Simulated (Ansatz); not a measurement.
# Geometry relaxation, with input and output: In2O3 (part 3 of 3)

The same run, continued: In2O3 (Ia-3, 40 atoms in the cell); DFT PBE, scalar-relativistic, plane waves, PAW, PAW set soft_1, no spin polarisation (Ansatz 0.2.0); cutoff 420 eV, 4×4×4 k-mesh, Gaussian smearing of 0.1 eV. The structure derives from an entry of the Crystallography Open Database.

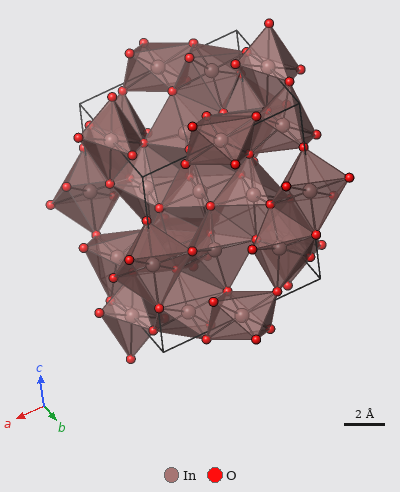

Figure 1. The geometry at step 3 of the log (polyhedral view of the cell of the calculation, seen at an oblique angle; polyhedra are completed across the faces of the cell).

### Output, continued
```
  k-point 7: bands = ["-8.9632", "-8.9632", "-8.9632", "-8.8637", "-8.8637", "-8.8637", "-8.7351", "-8.7351", "-8.7351", "-8.7239", "-8.4676", "-8.4676", "-8.4479", "-8.4479", "-8.4458", "-8.4458", "-8.4458", "-8.3472", "-8.3472", "-8.3472", "-8.2382", "-8.2302", "-8.2302", "-8.2302", "-4.2479", "-4.2479", "-4.2260", "-4.2260", "-4.2260", "-4.2102", "-4.2102", "-4.2102", "-4.1680", "-4.1441", "-4.1441", "-4.1441", "-4.1435", "-4.1435", "-4.1435", "-4.1288",
      "-4.1288", "-4.1179", "-4.1179", "-4.1179", "-4.1053", "-4.1053", "-4.1053", "-4.0986", "-4.0699", "-4.0699", "-4.0699", "-4.0684", "-4.0684", "-4.0624", "-4.0624", "-4.0624", "-3.9850", "-3.9850", "-3.9850", "-3.9677", "-3.9677", "-3.9677", "-3.9640", "-3.9640", "-3.9640", "-3.9493", "-3.9493", "-3.9493", "-3.9463", "-3.9331", "-3.9331", "-3.9331", "-3.8639", "-3.8639", "-3.8639", "-3.8603", "-3.8603", "-3.8603", "-3.8508", "-3.8508",
      "-3.8465", "-3.8435", "-3.8435", "-3.8435", "-3.8340", "-3.8340", "-3.8340", "-3.8104", "-3.8104", "-3.8104", "-3.4377", "-3.4377", "-3.3495", "-3.3495", "-3.2705", "-3.2705", "-3.2705", "-3.2257", "-3.2220", "-3.2220", "-3.2220", "-3.0896", "-3.0896", "-3.0896", "2.9361", "2.9361", "2.9361", "3.1965", "3.1965", "3.1965", "3.8288", "3.8288", "3.8288", "3.8472", "4.4516", "4.5501", "4.5501", "4.5501", "4.6295", "4.6295",
      "4.6295", "4.6692", "4.6692", "4.6692", "4.9277", "4.9277", "4.9277", "5.1944", "5.3949", "5.3949", "5.3949", "5.5403", "5.6932", "5.6932", "5.9541", "5.9541", "6.0985", "6.0985", "6.0985", "6.3975", "6.3975", "6.3975", "6.4979", "6.4979", "6.5567", "6.5567", "6.5567", "6.7975", "6.7975", "6.7975", "6.8950", "6.8950", "6.8950", "6.9757", "6.9757", "7.3542", "7.3542", "7.3542", "7.4730", "7.4730",
      "7.5428", "7.7078", "7.7078", "7.7078", "7.8874", "7.8874", "7.8874", "7.8936", "7.8936", "7.8936", "7.8941", "7.8941", "7.9194", "7.9194", "7.9194", "7.9842", "12.0281", "12.0281", "12.0281", "12.0553", "12.0553", "12.0553", "13.4692", "13.4692", "13.4692", "13.7022", "14.4886", "14.4886", "14.4886", "14.6069", "14.8312", "14.8312", "14.8312", "14.9940", "14.9940", "14.9940", "16.1123", "16.1159", "16.1811", "16.1811",
      "16.1811", "16.3474", "16.3474", "16.3474", "17.0412", "17.0412", "17.0412", "17.4501", "17.4501", "17.4501", "17.4943", "17.4943", "17.5435", "17.5435", "17.6891", "17.6891"]
--- Relaxed structure (5 steps of the walk, 5 accepted, 1 SCFs on fresh bases) ---
  F+E_penalty+E_count = -103188.24319009 eV   max|allowed force component| = 5.216e-3 eV/Å   (the final SCF, on the basis selected at the relaxed cell)
  cell:  # Å, volume = 543.8518 Å³
    - [-5.142096196119617, 5.142096196119617, 5.142096196119617]
    - [5.142096196119617, -5.142096196119617, 5.142096196119617]
    - [5.142096196119617, 5.142096196119617, -5.142096196119617]
  atoms:
    - { symbol: In, position: [0.25, 0.21612854437392665, 0.9661285443739267] }
    - { symbol: In, position: [0.7499999999999999, 0.28387145562607335, 0.5338714556260734] }
    - { symbol: In, position: [0.9661285443739267, 0.25, 0.21612854437392665] }
    - { symbol: In, position: [0.5338714556260735, 0.7500000000000001, 0.2838714556260734] }
    - { symbol: In, position: [0.21612854437392665, 0.9661285443739267, 0.25] }
    - { symbol: In, position: [0.28387145562607347, 0.5338714556260735, 0.75] }
    - { symbol: In, position: [0.75, 0.7838714556260734, 0.03387145562607339] }
    - { symbol: In, position: [0.24999999999999992, 0.7161285443739265, 0.4661285443739266] }
    - { symbol: In, position: [0.033871455626073375, 0.7499999999999999, 0.7838714556260733] }
    - { symbol: In, position: [0.4661285443739266, 0.25, 0.7161285443739266] }
    - { symbol: In, position: [0.7838714556260733, 0.033871455626073424, 0.7499999999999999] }
    - { symbol: In, position: [0.7161285443739266, 0.4661285443739266, 0.25] }
    - { symbol: In, position: [0.5, 0.5, 0.5] }
    - { symbol: In, position: [0.5, 0.0, 0.0] }
    - { symbol: In, position: [0.0, 0.5, 0.0] }
    - { symbol: In, position: [0.0, 0.0, 0.5] }
    - { symbol: O, position: [0.536894550709657, 0.7721194970308354, 0.5442893658479853] }
    - { symbol: O, position: [0.7278301311828503, 0.9926051848616715, 0.9557106341520147] }
    - { symbol: O, position: [0.9631054492903428, 0.5073948151383282, 0.23522494632117855] }
    - { symbol: O, position: [0.7721698688171496, 0.7278805029691644, 0.2647750536788214] }
    - { symbol: O, position: [0.5442893658479853, 0.536894550709657, 0.7721194970308354] }
    - { symbol: O, position: [0.9557106341520147, 0.7278301311828503, 0.9926051848616715] }
    - { symbol: O, position: [0.23522494632117855, 0.9631054492903428, 0.5073948151383281] }
    - { symbol: O, position: [0.2647750536788214, 0.7721698688171496, 0.7278805029691644] }
    - { symbol: O, position: [0.7721194970308354, 0.5442893658479853, 0.536894550709657] }
    - { symbol: O, position: [0.9926051848616715, 0.9557106341520147, 0.7278301311828503] }
    - { symbol: O, position: [0.5073948151383281, 0.23522494632117855, 0.9631054492903428] }
    - { symbol: O, position: [0.7278805029691644, 0.2647750536788215, 0.7721698688171496] }
    - { symbol: O, position: [0.4631054492903431, 0.22788050296916446, 0.45571063415201474] }
    - { symbol: O, position: [0.2721698688171498, 0.007394815138328251, 0.04428936584798525] }
    - { symbol: O, position: [0.03689455070965693, 0.49260518486167154, 0.7647750536788213] }
    - { symbol: O, position: [0.22783013118285023, 0.2721194970308355, 0.7352249463211785] }
    - { symbol: O, position: [0.45571063415201474, 0.4631054492903431, 0.22788050296916446] }
    - { symbol: O, position: [0.04428936584798525, 0.2721698688171498, 0.0073948151383282645] }
    - { symbol: O, position: [0.7647750536788213, 0.03689455070965693, 0.49260518486167154] }
    - { symbol: O, position: [0.7352249463211785, 0.22783013118285023, 0.2721194970308355] }
    - { symbol: O, position: [0.22788050296916446, 0.45571063415201474, 0.4631054492903431] }
    - { symbol: O, position: [0.0073948151383282645, 0.04428936584798522, 0.2721698688171497] }
    - { symbol: O, position: [0.49260518486167143, 0.7647750536788211, 0.03689455070965693] }
    - { symbol: O, position: [0.2721194970308355, 0.7352249463211785, 0.22783013118285025] }
```

### Trajectory as extended XYZ (Å, eV, eV/Å), 5 of the 6 frames kept, from step=1 to step=6
```
40
Lattice="-5.0700 5.0700 5.0700 5.0700 -5.0700 5.0700 5.0700 5.0700 -5.0700" Properties=species:S:1:pos:R:3:forces:R:3 step=1 energy=-103185.91744 pressure_GPa=9.52
In    4.7658    5.0700   -2.5350    0.7048   0.0000   0.0000
In    0.3042    5.0700    2.5350   -0.7048   0.0000   0.0000
In   -2.5350    4.7658    5.0700    0.0000   0.7048   0.0000
In    2.5350    0.3042    5.0700    0.0000  -0.7048   0.0000
In    5.0700   -2.5350    4.7658    0.0000   0.0000   0.7048
In    5.0700    2.5350    0.3042    0.0000   0.0000  -0.7048
In    0.3042    0.0000    7.6050   -0.7048   0.0000   0.0000
In    4.7658    0.0000    2.5350    0.7048   0.0000   0.0000
In    7.6050    0.3042    0.0000    0.0000  -0.7048   0.0000
In    2.5350    4.7658    0.0000    0.0000   0.7048   0.0000
In    0.0000    7.6050    0.3042    0.0000   0.0000  -0.7048
In    0.0000    2.5350    4.7658    0.0000   0.0000   0.7048
In    2.5350    2.5350    2.5350    0.0000   0.0000   0.0000
In   -2.5350    2.5350    2.5350    0.0000   0.0000   0.0000
In    2.5350   -2.5350    2.5350    0.0000   0.0000   0.0000
In    2.5350    2.5350   -2.5350    0.0000   0.0000   0.0000
O     3.9039    1.4703    3.8532    0.8750   1.1107   0.2252
O     6.2361    3.5997    3.8532   -0.8750  -1.1107   0.2252
O    -1.1661    3.5997    6.2868    0.8750  -1.1107  -0.2252
O     1.1661    1.4703    6.2868   -0.8750   1.1107  -0.2252
O     3.8532    3.9039    1.4703    0.2252   0.8750   1.1107
O     3.8532    6.2361    3.5997    0.2252  -0.8750  -1.1107
O     6.2868   -1.1661    3.5997   -0.2252   0.8750  -1.1107
O     6.2868    1.1661    1.4703   -0.2252  -0.8750   1.1107
O     1.4703    3.8532    3.9039    1.1107   0.2252   0.8750
O     3.5997    3.8532    6.2361   -1.1107   0.2252  -0.8750
O     3.5997    6.2868   -1.1661   -1.1107  -0.2252   0.8750
O     1.4703    6.2868    1.1661    1.1107  -0.2252  -0.8750
O     1.1661    3.5997    1.2168   -0.8750  -1.1107  -0.2252
O    -1.1661    1.4703    1.2168    0.8750   1.1107  -0.2252
O     6.2361    1.4703   -1.2168   -0.8750   1.1107   0.2252
O     3.9039    3.5997   -1.2168    0.8750  -1.1107   0.2252
O     1.2168    1.1661    3.5997   -0.2252  -0.8750  -1.1107
O     1.2168   -1.1661    1.4703   -0.2252   0.8750   1.1107
O    -1.2168    6.2361    1.4703    0.2252  -0.8750   1.1107
O    -1.2168    3.9039    3.5997    0.2252   0.8750  -1.1107
O     3.5997    1.2168    1.1661   -1.1107  -0.2252  -0.8750
O     1.4703    1.2168   -1.1661    1.1107  -0.2252   0.8750
O     1.4703   -1.2168    6.2361    1.1107   0.2252  -0.8750
O     3.5997   -1.2168    3.9039   -1.1107   0.2252   0.8750
40
Lattice="-5.1468 5.1468 5.1468 5.1468 -5.1468 5.1468 5.1468 5.1468 -5.1468" Properties=species:S:1:pos:R:3:forces:R:3 step=2 energy=-103187.83103 pressure_GPa=-0.89
In    4.7234    5.1468   -2.5734    0.5139   0.0000   0.0000
In    0.4234    5.1468    2.5734   -0.5139   0.0000   0.0000
In   -2.5734    4.7234    5.1468    0.0000   0.5139   0.0000
In    2.5734    0.4234    5.1468    0.0000  -0.5139   0.0000
In    5.1468   -2.5734    4.7234    0.0000   0.0000   0.5139
In    5.1468    2.5734    0.4234    0.0000   0.0000  -0.5139
In    0.4234    0.0000    7.7202   -0.5139   0.0000   0.0000
In    4.7234    0.0000    2.5734    0.5139   0.0000   0.0000
In    7.7202    0.4234    0.0000    0.0000  -0.5139   0.0000
In    2.5734    4.7234    0.0000    0.0000   0.5139   0.0000
In    0.0000    7.7202    0.4234    0.0000   0.0000  -0.5139
In    0.0000    2.5734    4.7234    0.0000   0.0000   0.5139
In    2.5734    2.5734    2.5734    0.0000   0.0000   0.0000
In   -2.5734    2.5734    2.5734    0.0000   0.0000   0.0000
In    2.5734   -2.5734    2.5734    0.0000   0.0000   0.0000
In    2.5734    2.5734   -2.5734    0.0000   0.0000   0.0000
O     4.0375    1.6204    3.9380   -0.2341  -0.1196   0.0807
O     6.2561    3.5264    3.9380    0.2341   0.1196   0.0807
O    -1.1093    3.5264    6.3556   -0.2341   0.1196  -0.0807
O     1.1093    1.6204    6.3556    0.2341  -0.1196  -0.0807
O     3.9380    4.0375    1.6204    0.0807  -0.2341  -0.1196
O     3.9380    6.2561    3.5264    0.0807   0.2341   0.1196
O     6.3556   -1.1093    3.5264   -0.0807  -0.2341   0.1196
O     6.3556    1.1093    1.6204   -0.0807   0.2341  -0.1196
O     1.6204    3.9380    4.0375   -0.1196   0.0807  -0.2341
O     3.5264    3.9380    6.2561    0.1196   0.0807   0.2341
O     3.5264    6.3556   -1.1093    0.1196  -0.0807  -0.2341
O     1.6204    6.3556    1.1093   -0.1196  -0.0807   0.2341
O     1.1093    3.5264    1.2088    0.2341   0.1196  -0.0807
O    -1.1093    1.6204    1.2088   -0.2341  -0.1196  -0.0807
O     6.2561    1.6204   -1.2088    0.2341  -0.1196   0.0807
O     4.0375    3.5264   -1.2088   -0.2341   0.1196   0.0807
O     1.2088    1.1093    3.5264   -0.0807   0.2341   0.1196
O     1.2088   -1.1093    1.6204   -0.0807  -0.2341  -0.1196
O    -1.2088    6.2561    1.6204    0.0807   0.2341  -0.1196
O    -1.2088    4.0375    3.5264    0.0807  -0.2341   0.1196
O     3.5264    1.2088    1.1093    0.1196  -0.0807   0.2341
O     1.6204    1.2088   -1.1093   -0.1196  -0.0807  -0.2341
O     1.6204   -1.2088    6.2561   -0.1196   0.0807   0.2341
O     3.5264   -1.2088    4.0375    0.1196   0.0807  -0.2341
40
Lattice="-5.1487 5.1487 5.1487 5.1487 -5.1487 5.1487 5.1487 5.1487 -5.1487" Properties=species:S:1:pos:R:3:forces:R:3 step=3 energy=-103188.13388 pressure_GPa=-0.50
In    4.7824    5.1487   -2.5744    0.2565   0.0000   0.0000
In    0.3663    5.1487    2.5744   -0.2565   0.0000   0.0000
In   -2.5744    4.7824    5.1487    0.0000   0.2565   0.0000
In    2.5744    0.3663    5.1487    0.0000  -0.2565   0.0000
In    5.1487   -2.5744    4.7824    0.0000   0.0000   0.2565
In    5.1487    2.5744    0.3663    0.0000   0.0000  -0.2565
In    0.3663    0.0000    7.7231   -0.2565   0.0000   0.0000
In    4.7824    0.0000    2.5744    0.2565   0.0000   0.0000
In    7.7231    0.3663    0.0000    0.0000  -0.2565   0.0000
In    2.5744    4.7824    0.0000    0.0000   0.2565   0.0000
In    0.0000    7.7231    0.3663    0.0000   0.0000  -0.2565
In    0.0000    2.5744    4.7824    0.0000   0.0000   0.2565
In    2.5744    2.5744    2.5744    0.0000   0.0000   0.0000
In   -2.5744    2.5744    2.5744    0.0000   0.0000   0.0000
In    2.5744   -2.5744    2.5744    0.0000   0.0000   0.0000
In    2.5744    2.5744   -2.5744    0.0000   0.0000   0.0000
O     4.0138    1.5849    3.9321    0.0549   0.1098   0.0972
O     6.2837    3.5638    3.9321   -0.0549  -0.1098   0.0972
O    -1.1350    3.5638    6.3654    0.0549  -0.1098  -0.0972
O     1.1350    1.5849    6.3654   -0.0549   0.1098  -0.0972
O     3.9321    4.0138    1.5849    0.0972   0.0549   0.1098
O     3.9321    6.2837    3.5638    0.0972  -0.0549  -0.1098
O     6.3654   -1.1350    3.5638   -0.0972   0.0549  -0.1098
O     6.3654    1.1350    1.5849   -0.0972  -0.0549   0.1098
O     1.5849    3.9321    4.0138    0.1098   0.0972   0.0549
O     3.5638    3.9321    6.2837   -0.1098   0.0972  -0.0549
O     3.5638    6.3654   -1.1350   -0.1098  -0.0972   0.0549
O     1.5849    6.3654    1.1350    0.1098  -0.0972  -0.0549
O     1.1350    3.5638    1.2166   -0.0549  -0.1098  -0.0972
O    -1.1350    1.5849    1.2166    0.0549   0.1098  -0.0972
O     6.2837    1.5849   -1.2166   -0.0549   0.1098   0.0972
O     4.0138    3.5638   -1.2166    0.0549  -0.1098   0.0972
O     1.2166    1.1350    3.5638   -0.0972  -0.0549  -0.1098
O     1.2166   -1.1350    1.5849   -0.0972   0.0549   0.1098
O    -1.2166    6.2837    1.5849    0.0972  -0.0549   0.1098
O    -1.2166    4.0138    3.5638    0.0972   0.0549  -0.1098
O     3.5638    1.2166    1.1350   -0.1098  -0.0972  -0.0549
O     1.5849    1.2166   -1.1350    0.1098  -0.0972   0.0549
O     1.5849   -1.2166    6.2837    0.1098   0.0972  -0.0549
O     3.5638   -1.2166    4.0138   -0.1098   0.0972   0.0549
40
Lattice="-5.1421 5.1421 5.1421 5.1421 -5.1421 5.1421 5.1421 5.1421 -5.1421" Properties=species:S:1:pos:R:3:forces:R:3 step=5 energy=-103188.18375 pressure_GPa=-0.01
In    4.7938    5.1421   -2.5710    0.0006   0.0000   0.0000
In    0.3483    5.1421    2.5710   -0.0006   0.0000   0.0000
In   -2.5710    4.7938    5.1421    0.0000   0.0006   0.0000
In    2.5710    0.3483    5.1421    0.0000  -0.0006   0.0000
In    5.1421   -2.5710    4.7938    0.0000   0.0000   0.0006
In    5.1421    2.5710    0.3483    0.0000   0.0000  -0.0006
In    0.3483    0.0000    7.7131   -0.0006   0.0000   0.0000
In    4.7938    0.0000    2.5710    0.0006   0.0000   0.0000
In    7.7131    0.3483    0.0000    0.0000  -0.0006   0.0000
In    2.5710    4.7938    0.0000    0.0000   0.0006   0.0000
In    0.0000    7.7131    0.3483    0.0000   0.0000  -0.0006
In    0.0000    2.5710    4.7938    0.0000   0.0000   0.0006
In    2.5710    2.5710    2.5710    0.0000   0.0000   0.0000
In   -2.5710    2.5710    2.5710    0.0000   0.0000   0.0000
In    2.5710   -2.5710    2.5710    0.0000   0.0000   0.0000
In    2.5710    2.5710   -2.5710    0.0000   0.0000   0.0000
O     4.0083    1.5892    3.9323    0.0000  -0.0020   0.0053
O     6.2759    3.5529    3.9323    0.0000   0.0020   0.0053
O    -1.1338    3.5529    6.3519    0.0000   0.0020  -0.0053
O     1.1338    1.5892    6.3519    0.0000  -0.0020  -0.0053
O     3.9323    4.0083    1.5892    0.0053   0.0000  -0.0020
O     3.9323    6.2759    3.5529    0.0053   0.0000   0.0020
O     6.3519   -1.1338    3.5529   -0.0053   0.0000   0.0020
O     6.3519    1.1338    1.5892   -0.0053   0.0000  -0.0020
O     1.5892    3.9323    4.0083   -0.0020   0.0053   0.0000
O     3.5529    3.9323    6.2759    0.0020   0.0053   0.0000
O     3.5529    6.3519   -1.1338    0.0020  -0.0053   0.0000
O     1.5892    6.3519    1.1338   -0.0020  -0.0053   0.0000
O     1.1338    3.5529    1.2098    0.0000   0.0020  -0.0053
O    -1.1338    1.5892    1.2098    0.0000  -0.0020  -0.0053
O     6.2759    1.5892   -1.2098    0.0000  -0.0020   0.0053
O     4.0083    3.5529   -1.2098    0.0000   0.0020   0.0053
O     1.2098    1.1338    3.5529   -0.0053   0.0000   0.0020
O     1.2098   -1.1338    1.5892   -0.0053   0.0000  -0.0020
O    -1.2098    6.2759    1.5892    0.0053   0.0000  -0.0020
O    -1.2098    4.0083    3.5529    0.0053   0.0000   0.0020
O     3.5529    1.2098    1.1338    0.0020  -0.0053   0.0000
O     1.5892    1.2098   -1.1338   -0.0020  -0.0053   0.0000
O     1.5892   -1.2098    6.2759   -0.0020   0.0053   0.0000
O     3.5529   -1.2098    4.0083    0.0020   0.0053   0.0000
40
Lattice="-5.1421 5.1421 5.1421 5.1421 -5.1421 5.1421 5.1421 5.1421 -5.1421" Properties=species:S:1:pos:R:3:forces:R:3 step=6 energy=-103188.24319 pressure_GPa=0.17
In    4.7938    5.1421   -2.5710    0.0005   0.0000   0.0000
In    0.3483    5.1421    2.5710   -0.0005   0.0000   0.0000
In   -2.5710    4.7938    5.1421    0.0000   0.0005   0.0000
In    2.5710    0.3483    5.1421    0.0000  -0.0005   0.0000
In    5.1421   -2.5710    4.7938    0.0000   0.0000   0.0005
In    5.1421    2.5710    0.3483    0.0000   0.0000  -0.0005
In    0.3483    0.0000    7.7131   -0.0005   0.0000   0.0000
In    4.7938    0.0000    2.5710    0.0005   0.0000   0.0000
In    7.7131    0.3483    0.0000    0.0000  -0.0005   0.0000
In    2.5710    4.7938    0.0000    0.0000   0.0005   0.0000
In    0.0000    7.7131    0.3483    0.0000   0.0000  -0.0005
In    0.0000    2.5710    4.7938    0.0000   0.0000   0.0005
In    2.5710    2.5710    2.5710    0.0000   0.0000   0.0000
In   -2.5710    2.5710    2.5710    0.0000   0.0000   0.0000
In    2.5710   -2.5710    2.5710    0.0000   0.0000   0.0000
In    2.5710    2.5710   -2.5710    0.0000   0.0000   0.0000
O     4.0083    1.5892    3.9323   -0.0003  -0.0019   0.0052
O     6.2759    3.5529    3.9323    0.0003   0.0019   0.0052
O    -1.1338    3.5529    6.3519   -0.0003   0.0019  -0.0052
O     1.1338    1.5892    6.3519    0.0003  -0.0019  -0.0052
O     3.9323    4.0083    1.5892    0.0052  -0.0003  -0.0019
O     3.9323    6.2759    3.5529    0.0052   0.0003   0.0019
O     6.3519   -1.1338    3.5529   -0.0052  -0.0003   0.0019
O     6.3519    1.1338    1.5892   -0.0052   0.0003  -0.0019
O     1.5892    3.9323    4.0083   -0.0019   0.0052  -0.0003
O     3.5529    3.9323    6.2759    0.0019   0.0052   0.0003
O     3.5529    6.3519   -1.1338    0.0019  -0.0052  -0.0003
O     1.5892    6.3519    1.1338   -0.0019  -0.0052   0.0003
O     1.1338    3.5529    1.2098    0.0003   0.0019  -0.0052
O    -1.1338    1.5892    1.2098   -0.0003  -0.0019  -0.0052
O     6.2759    1.5892   -1.2098    0.0003  -0.0019   0.0052
O     4.0083    3.5529   -1.2098   -0.0003   0.0019   0.0052
O     1.2098    1.1338    3.5529   -0.0052   0.0003   0.0019
O     1.2098   -1.1338    1.5892   -0.0052  -0.0003  -0.0019
O    -1.2098    6.2759    1.5892    0.0052   0.0003  -0.0019
O    -1.2098    4.0083    3.5529    0.0052  -0.0003   0.0019
O     3.5529    1.2098    1.1338    0.0019  -0.0052   0.0003
O     1.5892    1.2098   -1.1338   -0.0019  -0.0052  -0.0003
O     1.5892   -1.2098    6.2759   -0.0019   0.0052   0.0003
O     3.5529   -1.2098    4.0083    0.0019   0.0052  -0.0003
```
